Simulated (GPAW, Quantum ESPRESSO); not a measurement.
# Core-hole calculation of the B K edge in BAs (F-43m), part 3 of 4

Aim: the B K edge of BAs (F-43m) by two routes, a Lanczos recursion (XSpectra) and a sum over empty bands (GPAW), to see which features are robust.

Quantum ESPRESSO 7.5 and GPAW 26.7.0; core-hole supercells, plane-wave PAW PBE.

So far. Step 8 (Spectrum with FCH, B atom 2 (Quantum ESPRESSO)): The hole costs E(hole) − E(ground) = 185.14 eV, and the lowest empty level of the hole cell lies at 9.09 eV, which puts the zero at 194.23 eV. One term is added: -5.59 eV, since the hole is spin-paired here and a spin-polarised one costs that much less in the free atom (computed apart). The photon energy is then 188.64 eV. The functional and the charged cell's background leave an error of a few eV in such absolute values.

## (9) Another broadening

Level of this step: X-ray absorption near-edge structure, plane-wave PAW PBE, one-electron final states by a Lanczos continued fraction (Quantum ESPRESSO).

The final state's lifetime shortens with energy, so measured features broaden above the edge; the saved Lanczos coefficients are redrawn with a width that grows.

Contents of xspectra_plot.in:

```
&input_xspectra
   calculation='xanes_dipole', edge='K'
   prefix='x', outdir='tmp', xiabs=2, xe0=8.8321
   xonly_plot=.true., x_save_file='xanes.sav'
   xniter=3000, xcheck_conv=20, xerror=0.005
   xcoordcrys=.false., xepsilon(1)=1, xepsilon(2)=0, xepsilon(3)=0
/
&plot
   xnepoint=413, xemin=-10, xemax=45, terminator=.true., cut_occ_states=.true.
   gamma_mode='variable', gamma_energy(1)=4, gamma_energy(2)=25, gamma_value(1)=0.3, gamma_value(2)=2.5
/
&pseudos
   filecore='../B.wfc'
/
&cut_occ
   cut_desmooth=0.1, cut_stepl=0.05, cut_stepu=0.05, cut_ierror=1e-5
/
4 4 4 0 0 0
```

The run is started by

```console
$ OMP_NUM_THREADS=1 xspectra.x -in xspectra_plot.in > xspectra_plot.out
```

Numbers of over 12 decimals in the logs are rounded to 6 here.

The log of the run:

```text
     [... banner and references ...]
Reading input_file
     -------------------------------------------------------------------------

     calculation: xanes_dipole

     xonly_plot: TRUE
        => only the spectrum plot

     main plot parameters:
        cut_occ_states: TRUE
        gamma_mode:  variable
        -> first, constant up to point ( 4.00, 0.30) [eV]
        -> then, linear up to point (25.00, 2.50) [eV]
        -> finally, constant up to xemax
        xemin [eV]: -10.00
        xemax [eV]:  45.00
        xnepoint:  413
[...]
xemin [eV]: -10.00
        xemax [eV]:  45.00
        xnepoint:  413
        energy-dependent broadening parameter:
         -> first, constant up to point ( 4.00, 0.30) [eV]
         -> then, linear up to point (25.00, 2.50) [eV]
         -> finally, constant up to xemax
        Core level energy [eV]:  -188.0
         (from electron binding energy of neutral atoms in X-ray data booklet)

     Cross-section successfully written in xanes.dat

     -------------------------------------------------------------------------
                                END JOB XSpectra
     -------------------------------------------------------------------------
[key lines of the parts left out:]
Fermi level [eV]:   8.5759
```

It took 1.3 s on 1 MPI rank of AMD EPYC 9R14 (Zen 4), shared host; peak memory 0.04 GiB.

With a Lorentzian half width 0.3 eV up to 4 eV, rising linearly to 2.5 eV at 25 eV (counted from xe0, 0.3 eV below the zero used here), the maxima are 1.0 eV (1.86), 2.8 eV (1.83), 4.2 eV (2.57), 7.9 eV (1.30), 14.4 eV (0.69) and 22.7 eV (0.65).

## (10) Supercell with XCH, B atom 2 (Quantum ESPRESSO)

The holes are 6.8 Å apart. The excited electron is kept in the cell, where it fills the lowest empty states and screens the hole.

Changed against the first core-hole run: core hole to XCH.

Contents of scf.in:

```
&control
   calculation='scf', prefix='x', pseudo_dir='../pp', outdir='tmp', tprnfor=.true.
/
&system
   ibrav=0, nat=16, ntyp=3, nbnd=40
   ecutwfc=56, ecutrho=360
   occupations='smearing', smearing='gaussian', degauss=0.003
/
&electrons
   conv_thr=1.6e-07, electron_maxstep=120
   mixing_beta=0.5
/
ATOMIC_SPECIES
As 1.0 As.pbe-n-kjpaw.UPF
B0 1.0 B.pbe-n-kjpaw-1sch.UPF
B 1.0 B.pbe-n-kjpaw.UPF
CELL_PARAMETERS angstrom
  0.00000000 4.77700000 4.77700000
  4.77700000 0.00000000 4.77700000
  4.77700000 4.77700000 0.00000000
ATOMIC_POSITIONS crystal
As   0.37500000 0.37500000 0.37500000
As   0.37500000 0.37500000 0.87500000
As   0.37500000 0.87500000 0.37500000
As   0.87500000 0.37500000 0.37500000
As   0.37500000 0.87500000 0.87500000
As   0.87500000 0.37500000 0.87500000
As   0.87500000 0.87500000 0.37500000
As   0.87500000 0.87500000 0.87500000
B0   0.00000000 0.00000000 0.00000000
B    0.00000000 0.00000000 0.50000000
B    0.00000000 0.50000000 0.00000000
B    0.50000000 0.00000000 0.00000000
B    0.00000000 0.50000000 0.50000000
B    0.50000000 0.00000000 0.50000000
B    0.50000000 0.50000000 0.00000000
B    0.50000000 0.50000000 0.50000000
K_POINTS automatic
3 3 3 0 0 0
```

The run is started by

```console
$ OMP_NUM_THREADS=1 mpirun --oversubscribe --bind-to none -np 4 pw.x -nk 4 -in scf.in > scf.out
```

The log of the run:

```text
     [... banner and references ...]
[banner, memory and clock lines left out]
using ibrav=0 with symmetry is DISCOURAGED, use correct ibrav instead

     G-vector sticks info

     bravais-lattice index     =            0
     lattice parameter (alat)  =      12.7664  a.u.
     unit-cell volume          =    1471.2698 (a.u.)^3
     number of atoms/cell      =           16
     number of atomic types    =            3
     number of electrons       =        65.00
     number of Kohn-Sham states=           40
     kinetic-energy cutoff     =      56.0000  Ry
     charge density cutoff     =     360.0000  Ry
     scf convergence threshold =      1.6E-07
     mixing beta               =       0.5000
     number of iterations used =            8  plain     mixing
     Exchange-correlation= SLA  PW   PBX  PBC
                           (   1   4   3   4   0   0   0)

     celldm(1)=  12.766419  celldm(2)=   0.000000  celldm(3)=   0.000000
     celldm(4)=   0.000000  celldm(5)=   0.000000  celldm(6)=   0.000000

     crystal axes: (cart. coord. in units of alat)
               a(1) = (   0.000000   0.707107   0.707107 )
               a(2) = (   0.707107   0.000000   0.707107 )
               a(3) = (   0.707107   0.707107   0.000000 )

     reciprocal axes: (cart. coord. in units 2 pi/alat)
               b(1) = ( -0.707107  0.707107  0.707107 )
               b(2) = (  0.707107 -0.707107  0.707107 )
               b(3) = (  0.707107  0.707107 -0.707107 )

     PseudoPot. #1 for As:     Pseudo is Projector augmented-wave + core cor, Zval =  5.0

     ../pp/B.pbe-n-kjpaw-1sch.UPF
     Pseudo is Projector augmented-wave + core cor, Zval =  4.0
[...]
Davidson diagonalization with overlap
     ethr =  8.26E-10,  avg # of iterations =  2.5

     negative rho (up, down):  4.802E-03 0.000E+00

     End of self-consistent calculation

          k = 0.0000 0.0000 0.0000 ( 10417 PWs)   bands (ev):

    -6.8824  -4.2106  -3.9348  -3.9348  -3.9348  -2.6173  -2.6173  -2.6173
    -1.1030  -0.1862  -0.1862  -0.1862   0.1168   0.1409   0.1409   4.1533
     4.1533   4.1533   4.5920   4.5920   4.5920   6.3290   6.3290   6.3290
     6.8466   6.8466   6.8466   6.8620   6.8620   8.4832   8.4832   8.4832
     9.2401  10.0039  10.0039  10.0039  10.0648  10.0648  10.8339  11.3203

     [... bands of 3 further k-points ...]

     the Fermi energy is     9.8163 ev

!    total energy              =   -1501.58941603 Ry
     total all-electron energy =    -36558.950122 Ry
     estimated scf accuracy    <       0.00000006 Ry
     smearing contrib. (-TS)   =      -0.00033835 Ry
     internal energy E=F+TS    =   -1501.58907767 Ry

     The total energy is F=E-TS. E is the sum of the following terms:
     one-electron contribution =      54.80431813 Ry
     hartree contribution      =      11.26995754 Ry
     xc contribution           =    -116.41854379 Ry
     ewald contribution        =    -163.65700652 Ry
     one-center paw contrib.   =   -1287.58780304 Ry

     convergence has been achieved in  11 iterations

     negative rho (up, down):  4.802E-03 0.000E+00

     Forces acting on atoms (cartesian axes, Ry/au):

     atom    1 type  1   force =    -0.00047143   -0.00047143   -0.00047143
     atom    2 type  1   force =     0.00047143    0.00047143   -0.00047143
     atom    3 type  1   force =     0.00047143   -0.00047143    0.00047143
[...]
atom   15 type  3   force =     0.00000000   -0.00000000   -0.00800415
     atom   16 type  3   force =    -0.00000000    0.00000000    0.00000000

     Total force =     0.039970     Total SCF correction =     0.000367

     XML data file, charge density, pseudopotentials, collected wavefunctions
```

Wall time 14 s (4 MPI ranks); peak memory 0.23 GiB; 54 s of CPU time.

Energy with the hole: -497409.856 eV, cores included.

## (11) Excitation energy, B atom 2 (Quantum ESPRESSO)

With the excited electron kept in the cell the system stays neutral, and the energy difference is an excitation energy by itself. In a small cell that electron takes up a good share of the lowest empty band, or all of one, which shifts the value from the true onset.

The total-energy difference is 194.76 eV. With the free-atom term of -5.59 eV for this edge, the photon energy is 189.17 eV.

## (12) Ground state of the crystal (GPAW)

The second program starts from its own ground state, on the same cell and functional.

Contents of scf.py:

```python
import numpy as np
from ase import Atoms
from ase.parallel import parprint, paropen
from gpaw import GPAW, PW, FermiDirac, Mixer, MixerDif, setup_paths
from gpaw.test import gen
setup_paths.insert(0, '.')
gen('B', name='nch1s', xcname='PBE', corehole=(1, 0, 0), write_xml=True)
from gpaw.mpi import world
world.barrier()

atoms = Atoms('AsB',
    cell=[[0, 2.3885, 2.3885],
     [2.3885, 0, 2.3885],
     [2.3885, 2.3885, 0]],
    scaled_positions=[[0.75, 0.75, 0.75],
     [0, 0, 0]],
    pbc=True)
atoms.calc = calc = GPAW(legacy_gpaw=True, mode=PW(500, force_complex_dtype=True), xc='PBE', setups={1: 'nch1s'},
    kpts={'size': (9, 9, 9), 'gamma': True}, occupations=FermiDirac(0.05),
    charge=0, mixer=Mixer(0.1, 5, 50), maxiter=150,
    convergence={'density': 0.0001, 'eigenstates': 1e-6}, txt='scf.txt')
energy = atoms.get_potential_energy() + calc.get_reference_energy()
ef = calc.get_fermi_level()
out = dict(energy=energy, fermi=ef, forces=atoms.get_forces().tolist())
parprint(f'all-electron energy {energy:.4f} eV, Fermi level {ef:.4f} eV')
ev = np.array([[calc.get_eigenvalues(k, s) for k in range(len(calc.get_ibz_k_points()))] for s in range(calc.get_number_of_spins())])
out['homo'], out['lumo'], out['counts'] = ev[ev < ef].max(), ev[ev > ef].min(), sorted(set((ev < ef).sum((0, 2)).tolist()))
out['filled'] = (ev[:, 0] < ef).sum(1).tolist()
import json
with paropen('out.json', 'w') as f:
    json.dump(out, f)
```

The run is started by

```console
$ OMP_NUM_THREADS=1 mpirun -n 4 gpaw python scf.py
```

The log of the run:

```text
Input parameters:
  convergence: {density: 0.0001,
                eigenstates: 1e-06}
  kpts: {gamma: True,
         size: (9, 9, 9)}
  maxiter: 150
  mixer: {backend: pulay,
          beta: 0.1,
          method: separate,
          nmaxold: 5,
          weight: 50}
  mode: {ecut: 500.0,
         force_complex_dtype: True,
         name: pw}
  occupations: {fixmagmom: False,
                name: fermi-dirac,
[...]
--------------------------------
2s(2) :    -0.347030     1.005232
*s    :     0.652970
2p(1) :    -0.132526     0.982729
*p    :     0.867474
*d    :     0.000000
--------------------------------

Diagonalizing with gridspacing h=0.050

state   all-electron     PAW
-------------------------------
2s:      -0.347030    -0.347449
2p:      -0.132526    -0.132867
*d:                    0.040435
*f:                    0.071313
-------------------------------
all-electron energy -62183.8568 eV, Fermi level 8.5684 eV
[key lines of the parts left out:]
Converged after 11 iterations.
Dipole moment: (4.034631, 4.034631, 4.034631) |e|*Ang
Free energy:    -11.393590
Fermi level: 8.56835
```

The job ended after 3.8 s (4 MPI ranks; peak memory 0.16 GiB).

The mesh shows a gap of 1.23 eV, so the hole is first treated in a charged cell, without the excited electron.

## (13) Spectrum without a core hole, B atom 2 (GPAW)

This cheap baseline ignores the attraction of the hole: it shows the absorber's empty states as they are in the ground state. The data set with a hole of occupation 0 only carries the core orbital.

Contents of xas.py:

```python
import numpy as np
from ase import Atoms
from ase.parallel import parprint, paropen
from gpaw import GPAW, PW, FermiDirac, Mixer, MixerDif, setup_paths
from gpaw.test import gen
setup_paths.insert(0, '.')
gen('B', name='nch1s', xcname='PBE', corehole=(1, 0, 0), write_xml=True)
from gpaw.mpi import world
world.barrier()

atoms = Atoms('AsB',
    cell=[[0, 2.3885, 2.3885],
     [2.3885, 0, 2.3885],
     [2.3885, 2.3885, 0]],
    scaled_positions=[[0.75, 0.75, 0.75],
     [0, 0, 0]],
    pbc=True)
atoms.calc = calc = GPAW(legacy_gpaw=True, mode=PW(500, force_complex_dtype=True), xc='PBE', setups={1: 'nch1s'},
    kpts={'size': (9, 9, 9), 'gamma': True}, occupations=FermiDirac(0.02),
    charge=0, mixer=Mixer(0.1, 5, 50), maxiter=150,
    convergence={'density': 0.0001, 'eigenstates': 1e-6}, txt='scf.txt')
energy = atoms.get_potential_energy() + calc.get_reference_energy()
ef = calc.get_fermi_level()
out = dict(energy=energy, fermi=ef, forces=atoms.get_forces().tolist())
parprint(f'all-electron energy {energy:.4f} eV, Fermi level {ef:.4f} eV')
ev = np.array([[calc.get_eigenvalues(k, s) for k in range(len(calc.get_ibz_k_points()))] for s in range(calc.get_number_of_spins())])
out['homo'], out['lumo'], out['counts'] = ev[ev < ef].max(), ev[ev > ef].min(), sorted(set((ev < ef).sum((0, 2)).tolist()))
out['filled'] = (ev[:, 0] < ef).sum(1).tolist()

from ase.units import Ha
from gpaw.xas import dipole_matrix_elements
nb = int(calc.get_number_of_electrons() / 2) + 20
top = nb
nscf = calc.fixed_density(kpts={'size': (8, 8, 8), 'gamma': True},
    convergence={'eigenstates': 1.0}, txt='nscf.txt')
nscf.diagonalize_full_hamiltonian(nbands=nb)
cell = atoms.cell.array
ops = [cell.T @ U.T @ np.linalg.inv(cell.T) for U in nscf.wfs.kd.symmetry.op_scc]
filled = [4]  # bands filled in the ground state, by spin
E = np.arange(-25, 34, 0.1)
fwhm = np.interp(E, [4, 25], [0.9, 3.5])
Y, X, zero, highest = 0, 0, 1e9, 1e9
for spin in range(nscf.get_number_of_spins()):
    wfs = nscf.wfs
    mine = wfs.bd.get_slice()  # this rank's bands
    A = dipole_matrix_elements(wfs.setups[1])
    eps = np.zeros((wfs.kd.nibzkpts, nb))
    d = np.zeros((3, A.shape[1], wfs.kd.nibzkpts, nb), complex)
    for kpt in wfs.kpt_u:
        if kpt.s == spin and 1 in kpt.P_ani:
            eps[kpt.k, mine] = kpt.eps_n * Ha
            d[:, :, kpt.k, mine] = (kpt.weight * wfs.nspins / 2) ** 0.5 * np.inner(A, kpt.P_ani[1])
    world.sum(eps)
    world.sum(d)
    T = np.einsum('amkn,bmkn->abkn', d, d.conj()).real
    T = sum(np.einsum('ai,ijkn,bj->abkn', R, T, R) for R in ops) / len(ops)
    empty = np.ones_like(eps, bool) & (np.arange(nb) >= filled[spin])
    zero, highest = min(zero, eps[empty].min()), min(highest, eps[:, top - 1].min())
    lines = [(eps, T, empty)] if spin == 0 else lines + [(eps, T, empty)]
for eps, T, empty in lines:
    f = np.einsum('aakn->akn', T).reshape(3, -1)
    x = eps.ravel() - zero
    w = np.interp(x, E, fwhm) / 2.35482
    g = np.exp(-0.5 * ((E[:, None] - x) / w) ** 2) / (w * (2 * np.pi) ** 0.5)
    Y = Y + (f * empty.ravel()) @ g.T
    X = X + (f * ~empty.ravel()) @ g.T
out.update(E=E.round(2).tolist(), xas=Y.tolist(), xes=X.tolist(), zero=zero, valid=highest - zero, nk=len(eps), nb=nb)
for i in range(0, len(E), 10):
    parprint(f'{E[i]:7.2f}', *(f'{v:10.3e}' for v in Y[:, i]))
import json
with paropen('out.json', 'w') as f:
    json.dump(out, f)
```

The run is started by

```console
$ OMP_NUM_THREADS=1 mpirun -n 4 gpaw python xas.py
```

The log of the run:

```text
Input parameters:
  convergence: {density: 0.0001,
                eigenstates: 1e-06}
  kpts: {gamma: True,
         size: (9, 9, 9)}
  maxiter: 150
  mixer: {backend: pulay,
          beta: 0.1,
          method: separate,
          nmaxold: 5,
          weight: 50}
  mode: {ecut: 500.0,
         force_complex_dtype: True,
         name: pw}
  occupations: {fixmagmom: False,
                name: fermi-dirac,
[...]
*p    :     0.867474
*d    :     0.000000
--------------------------------

Diagonalizing with gridspacing h=0.050

state   all-electron     PAW
-------------------------------
2s:      -0.347030    -0.347449
2p:      -0.132526    -0.132867
*d:                    0.040435
*f:                    0.071313
-------------------------------
all-electron energy -62183.8568 eV, Fermi level 8.4578 eV
[...]
32.00  3.443e-04  3.443e-04  3.443e-04
  33.00  3.133e-04  3.133e-04  3.133e-04
[key lines of the parts left out:]
Converged after 11 iterations.
Dipole moment: (4.034631, 4.034631, 4.034631) |e|*Ang
Free energy:    -11.393590
Fermi level: 8.45783
```

Elapsed: 6.8 s, on 4 MPI ranks; peak memory 0.22 GiB; 26 s of CPU time.

The B K spectrum, B atom 2, no core hole (energy from the lowest empty level; intensity scaled to a mean of 1 over the first 20 eV):

```
E (eV)  intensity
  -2.0       0.00
  -0.5       0.01
   1.0       0.32
   2.5       1.43
   4.0       1.39
   5.5       1.44
   7.0       1.23
   8.5       1.38
  10.0       1.50
  11.5       1.16
  13.0       0.71
  14.5       0.97
  16.0       0.76
  17.5       0.43
  19.0       0.49
  20.5       0.61
  22.0       0.76
  23.5       0.81
  25.0       0.75
  26.5       0.74
  28.0       0.74
  29.5       0.73
  31.0       0.68
```

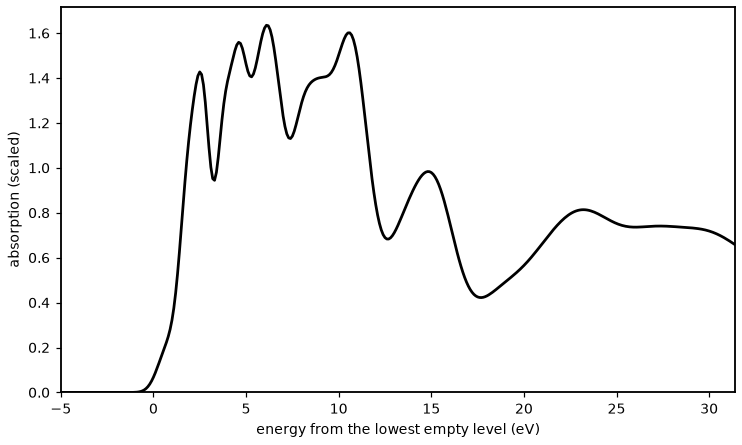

The B K edge, B atom 2, no core hole: main maxima at 4.6, 6.1 and 10.6 eV.

Main maxima below 24 eV (height): 2.5 eV (1.43), 4.6 eV (1.56), 6.1 eV (1.64), 10.6 eV (1.60), 14.8 eV (0.98) and 23.2 eV (0.81). 

The same matrix elements for filled bands give the B K emission of B atom 2 (ground-state approximation; energy from the lowest empty level, largest value 1):

```
E (eV)  emission
 -24.0      0.00
 -22.5      0.00
 -21.0      0.00
 -19.5      0.00
 -18.0      0.00
 -16.5      0.00
 -15.0      0.03
 -13.5      0.11
 -12.0      0.04
 -10.5      0.01
  -9.0      0.16
  -7.5      0.17
  -6.0      0.62
  -4.5      0.99
  -3.0      0.83
  -1.5      0.17
   0.0      0.00
   1.5      0.00
   3.0      0.00
```

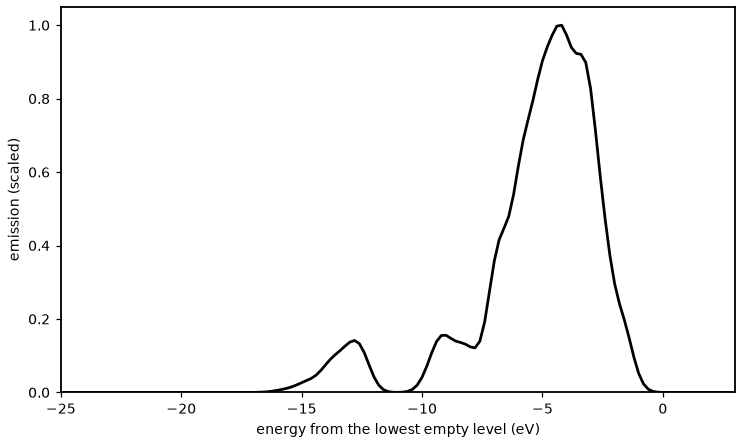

X-ray emission from the filled bands.

Emission maxima: -12.8 eV (0.14) and -4.2 eV (1.00).

## (14) Reference energy of the supercell (GPAW)

Total energies of two programs can't be mixed, so the cell and mesh of GPAW's hole run get a reference energy of their own.

scf.py, as its differences from that of step 12:

```diff
@@ -10,11 +10,25 @@
 
-atoms = Atoms('AsB',
-    cell=[[0, 2.3885, 2.3885],
-     [2.3885, 0, 2.3885],
-     [2.3885, 2.3885, 0]],
-    scaled_positions=[[0.75, 0.75, 0.75],
-     [0, 0, 0]],
+atoms = Atoms('As8B8',
+    cell=[[0, 4.777, 4.777],
+     [4.777, 0, 4.777],
+     [4.777, 4.777, 0]],
+    scaled_positions=[[0.375, 0.375, 0.375],
+     [0.375, 0.375, 0.875],
+     [0.375, 0.875, 0.375],
+     [0.875, 0.375, 0.375],
+     [0.375, 0.875, 0.875],
+     [0.875, 0.375, 0.875],
+     [0.875, 0.875, 0.375],
+     [0.875, 0.875, 0.875],
+     [0, 0, 0],
+     [0, 0, 0.5],
+     [0, 0.5, 0],
+     [0.5, 0, 0],
+     [0, 0.5, 0.5],
+     [0.5, 0, 0.5],
+     [0.5, 0.5, 0],
+     [0.5, 0.5, 0.5]],
     pbc=True)
-atoms.calc = calc = GPAW(legacy_gpaw=True, mode=PW(500, force_complex_dtype=True), xc='PBE', setups={1: 'nch1s'},
-    kpts={'size': (9, 9, 9), 'gamma': True}, occupations=FermiDirac(0.05),
+atoms.calc = calc = GPAW(legacy_gpaw=True, mode=PW(500, force_complex_dtype=True), xc='PBE', setups={8: 'nch1s'},
+    kpts={'size': (3, 3, 3), 'gamma': True}, occupations=FermiDirac(0.02),
     charge=0, mixer=Mixer(0.1, 5, 50), maxiter=150,
```

The run is started by

```console
$ OMP_NUM_THREADS=1 mpirun -n 4 gpaw python scf.py
```

The log of the run:

```text
Input parameters:
  convergence: {density: 0.0001,
                eigenstates: 1e-06}
  kpts: {gamma: True,
         size: (3, 3, 3)}
  maxiter: 150
  mixer: {backend: pulay,
          beta: 0.1,
          method: separate,
          nmaxold: 5,
          weight: 50}
  mode: {ecut: 500.0,
         force_complex_dtype: True,
         name: pw}
  occupations: {fixmagmom: False,
                name: fermi-dirac,
[...]
2s(2) :    -0.347030     1.005232
*s    :     0.652970
2p(1) :    -0.132526     0.982729
*p    :     0.867474
*d    :     0.000000
--------------------------------

Diagonalizing with gridspacing h=0.050

state   all-electron     PAW
-------------------------------
2s:      -0.347030    -0.347449
2p:      -0.132526    -0.132867
*d:                    0.040435
*f:                    0.071313
-------------------------------
all-electron energy -497470.7089 eV, Fermi level 8.5456 eV
[key lines of the parts left out:]
Converged after 18 iterations.
Dipole moment: (32.252799, 32.252799, 32.252799) |e|*Ang
Free energy:    -91.003509
Fermi level: 8.54560
```

Wall time 11 s (4 MPI ranks); peak memory 0.28 GiB.

Reference energy: -497470.709 eV with the cores included.

(Continued in part 4 of 4.)

[Banner, clock and machine lines of the logs are left out without a mark of their own.]

[Logs are printed without paths, hosts, clocks, repeated set-up lines and the standing remarks that a program may print on its own settings, such as how far it seeks lower states.]

[Hosts, paths, dates, database ids (printed as entryN), source tags and the programs' standing remarks are cut or masked in the printed files.]

[Lists of maxima count a maximum above −3 eV only where it reaches 4 % of the highest in the window and stands out from its surroundings by 2 % of it (1.5 % where it reaches 55 %); shoulders and weaker maxima are passed over, and of the rest the first, up to two pre-edge ones and the few strongest are named.]
